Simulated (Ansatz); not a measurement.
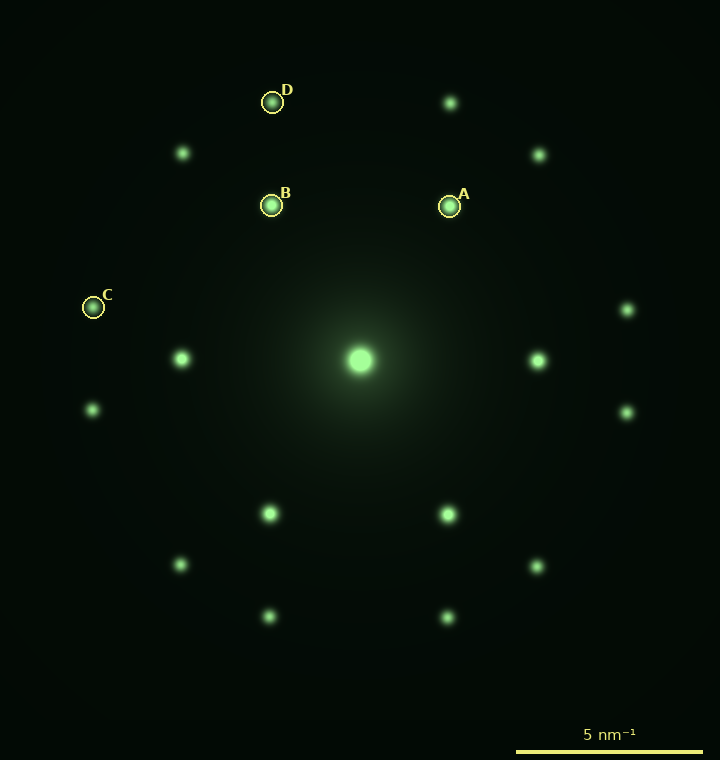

Simulated selected-area electron diffraction pattern (120 kV, kinematic approximation, thin crystal, B = 0.3 Å² for all atoms). The zone axis points towards the electron source and the pattern is seen from the source side.

Crystal: Al, space group Pm-3n (No. 223), a = 5.102 Å. Structure: the geometry relaxed with DFT, PBEsol, plane waves (420 eV) with PAW, scalar-relativistic (Ansatz); the starting structure was generated, so it need not be a known form of this composition.

Spot A is indexed -1 2 -1 and spot B -2 1 1.

Q: What are the indices of the remaining marked spots?

A: C = −(4/3)A + (5/3)B = -2 -1 3 (d = 1.364 Å). D = (1/3)A + (4/3)B = -3 2 1 (d = 1.364 Å).

Q: Which zone axis is this?

A: The cross product of A and B is parallel to [111]; every spot obeys hu + kv + lw = 0.
